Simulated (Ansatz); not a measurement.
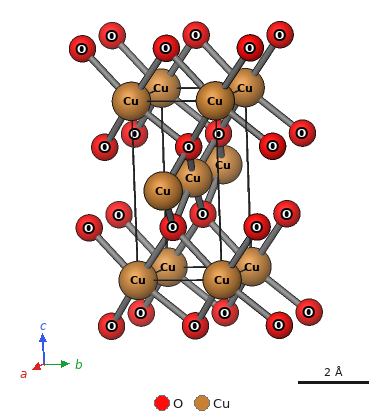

The figure gives a ball-and-stick picture of the atoms, viewed slightly off an axis. Lines trace the edges of the unit cell. Every bond is drawn to its end, so some atoms lie outside the box.

Lattice: a = 3.03 Å, b = 3.00 Å, c = 5.30 Å, α = 82.72°, β = 82.52°, γ = 69.74°.

The composition is CuO.

Which atoms are bonded to Cu?

Each Cu has four O in a distorted square planar arrangement at about 1.8 to 2.2 Å.

To which atoms is each O bonded?

Each O has four Cu at about 1.8 to 2.2 Å.

What kind of network do the bonds form?

The bonds build a three-dimensional framework.

Note that this is a known structure type with the cell strained and the atoms shaken on purpose, and that it hasn't been relaxed. It was the input of a calculation with Ansatz.

At this level of theory the cell isn't at rest (stretched, at -11 GPa and forces up to 3.5 eV/Å), so its distances can differ from those at equilibrium, the more so the softer the solid.
